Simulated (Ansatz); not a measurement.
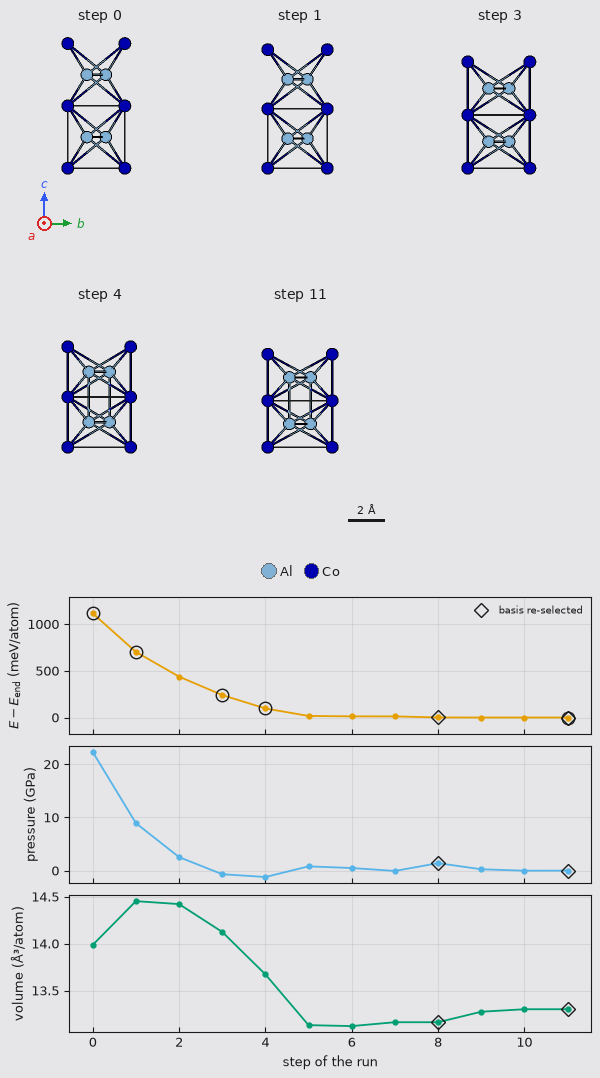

Frames of a relaxation of solid Al2Co (a generated structure, set up in P6/mmm) (coarse preliminary run), marked on the history of the run. Style: ball-and-stick. Shown: the cell of the calculation, repeated 1 × 1 × 2 with one cell outlined, along the a axis.

These are results of DFT PBE, scalar-relativistic, plane waves, PAW in Ansatz, not measurements. (plane-wave cutoff 420 eV; k-point mesh 6 × 6 × 6; occupations gaussian; smearing width 0.1 eV; collinear spin; cell and atoms relaxed; force threshold 0.04 eV/Å; at most 70 steps)

> Describe the path.

No atom moves by more than 0.005 Å relative to the cell. Cell: a = b 3.714 → 4.192 Å (+12.9 %), c 3.512 → 2.622 Å (−25.4 %). Volume −4.9 %. Some distances before and after: Al–Al 3.512 → 2.622 Å, Co–Co 3.512 → 2.622 Å, Al–Al 2.144 → 2.420 Å, Al–Co 2.772 → 2.753 Å. The space group stays P6/mmm (No. 191). The energy falls by 1115 meV per atom in 9 accepted moves (11 points after the start). All forces vanish by symmetry, so only the cell relaxes. Pressure: 22.30 GPa at the start and 0.01 GPa at the end. The SCF was repeated twice at an unchanged geometry on a basis and grid sized afresh for the cell, which shifted the energy by 11.3 meV per atom at most. The program noted that the starting moments weren't kept. The run may lie on a higher electronic state than the lowest, so the end point isn't shown to be the ground-state structure. From step 0 to 1: volume +3.3 %, energy −413 meV per atom. From step 1 to 3: volume −2.3 %, energy −462 meV per atom. From step 3 to 4: volume −3.2 %, energy −143 meV per atom. From step 4 to 11: volume −2.7 %, energy −97.1 meV per atom.
